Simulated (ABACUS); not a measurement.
# NaI: 7 runs along one coordinate

System: NaI (Fm-3m, 2 atoms in the cell).
Method: Kohn-Sham DFT of a periodic cell, PBE, PseudoDojo NC SR 0.4.1 PBE standard, no spin polarisation (ABACUS 3.10.1).

The 7 runs differ only in the geometry, by an even scaling of the cell at fixed fractional positions. The structure derives from an entry of the Crystallography Open Database.

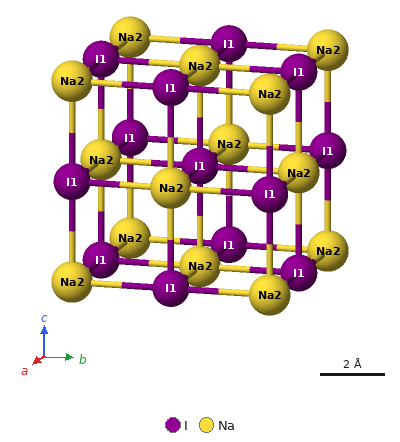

Figure 1. The structure of run 4 (ball-and-stick view of the cell 4 times as large as that of the calculation, set on its symmetry axes, seen slightly off an axis; atoms are numbered from 1 in the order of the input).

### Input file of run 4
```
INPUT_PARAMETERS
suffix              NaI
calculation         scf
basis_type          lcao
pseudo_dir          ./
orbital_dir         ./
symmetry            1
dft_functional      pbe
ecutwfc             100
pseudo_rcut         10
nspin               1
nbands              12
ks_solver           genelpa
smearing_method     fd
smearing_sigma      0.00367493
scf_thr             1e-07
scf_nmax            100
mixing_type         broyden
mixing_beta         0.7
cal_force           1
cal_stress          1
out_mul             1
```

### File STRU of run 4
```
ATOMIC_SPECIES
I 126.9045 I.upf
Na 22.9898 Na.upf

NUMERICAL_ORBITAL
I_confined-atom_8au_2s2p1d.orb
Na_confined-atom_9au_3s2p1d.orb

LATTICE_CONSTANT
1.8897261246

LATTICE_VECTORS
0.0000000000 3.2364000000 3.2364000000
3.2364000000 0.0000000000 3.2364000000
3.2364000000 3.2364000000 0.0000000000

ATOMIC_POSITIONS
Direct

I
0.0
1
0.5000000000 0.5000000000 0.5000000000 1 1 1

Na
0.0
1
0.0000000000 0.0000000000 0.0000000000 1 1 1
```

### File KPT of run 4
```
K_POINTS
0
Gamma
7 7 7 0 0 0
```

Command:
```bash
OMP_NUM_THREADS=1 mpirun -np 4 abacus > log
```

Run 5 differs from it as follows:
```diff
-0.0000000000 3.2364000000 3.2364000000
-3.2364000000 0.0000000000 3.2364000000
-3.2364000000 3.2364000000 0.0000000000
+0.0000000000 3.2578337372 3.2578337372
+3.2578337372 0.0000000000 3.2578337372
+3.2578337372 3.2578337372 0.0000000000
```

### Results, with one run withheld

| run | volume per atom (Å³) | free energy per atom, from the lowest run given (meV) | pressure (GPa) | gap on the mesh (eV) |
| --- | --- | --- | --- | --- |
| 1 | 31.865 | 14.38 | 1.72 | 3.91 |
| 2 | 32.543 | 8.13 | 1.25 | 3.85 |
| 3 | 33.221 | 3.79 | 0.83 | 3.79 |
| 4 | 33.899 | 1.07 | 0.46 | 3.73 |
| 5 | 34.577 | ? | ? | ? |
| 6 | 35.255 | 0.00 | −0.17 | 3.63 |
| 7 | 35.933 | 1.29 | −0.44 | 3.58 |

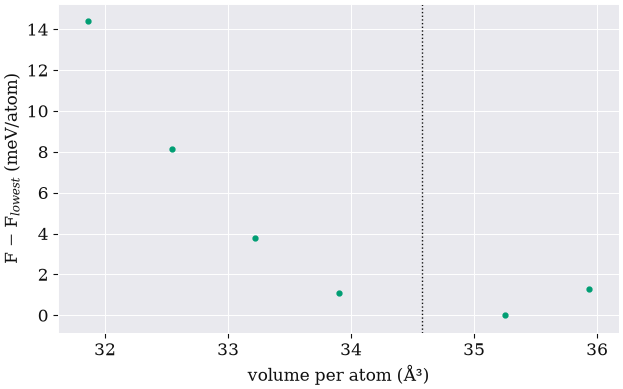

Figure 2. Free energy per atom of the runs given; the dotted line marks run 5.

Fit the runs given and predict run 5.

A cubic polynomial in V^(−2/3) (the Birch–Murnaghan form), fitted to the 6 runs given, misses them by at most 0.02 meV per atom. With x = V^(−2/3) − 0.09578 Å⁻², it reads F = 1.5887 + 1779.2 x + 4.4053e+05 x² + 2.2009e+06 x³ (meV per atom). At run 5 it gives −0.12 meV per atom, and the run itself gives −0.17. The slope of the fit gives a pressure −dF/dV of 0.12 GPa there, and the run prints 0.12 GPa. The fit has its minimum at 34.849 Å³ per atom, where V d²F/dV² gives 15.3 GPa: the bulk modulus at this level, since symmetry fixes the shape and the positions. The gap on the mesh goes, without turning, from 3.91 eV in run 1 to 3.58 eV in run 7; run 5 has 3.68 eV. These are gaps of this functional on this mesh, which can miss the band edges; they aren't the measured gap.

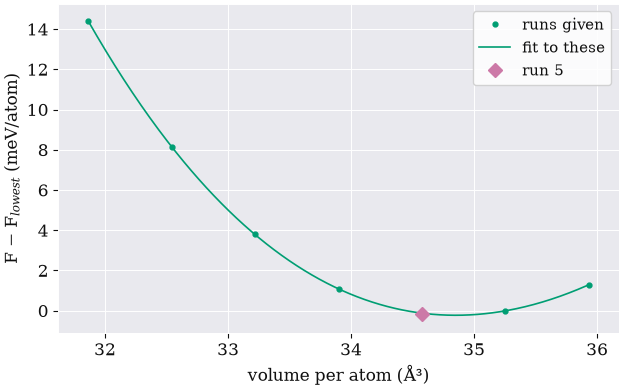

Figure 3. The fit and the withheld run.

### Some lines of the output (run 5)
```
[...]
 E_Fermi        0.2444634030         3.3260952336
 E_Fermi        0.2462015850         3.3497444128
 E_Fermi        0.2465150495         3.3540093158
 E_Fermi        0.2466820785         3.3562818617
 E_Fermi        0.2466004397         3.3551711095
 E_Fermi        0.2465735400         3.3548051198
 E_Fermi        0.2465768646         3.3548503536
 E_Fermi        0.2465745106         3.3548183258
 E_KS(sigma->0) -117.4875753852      -1598.5004694436
 E_Fermi        0.2465744916         3.3548180674
 final etot is -1598.5004694 eV
 EFERMI = 3.3548180674 eV
 TOTAL-PRESSURE: 1.232866 KBAR
 !FINAL_ETOT_IS -1598.5004694435533565 eV
```

Notes: Points of doubt noted for this run: home made orbitals.
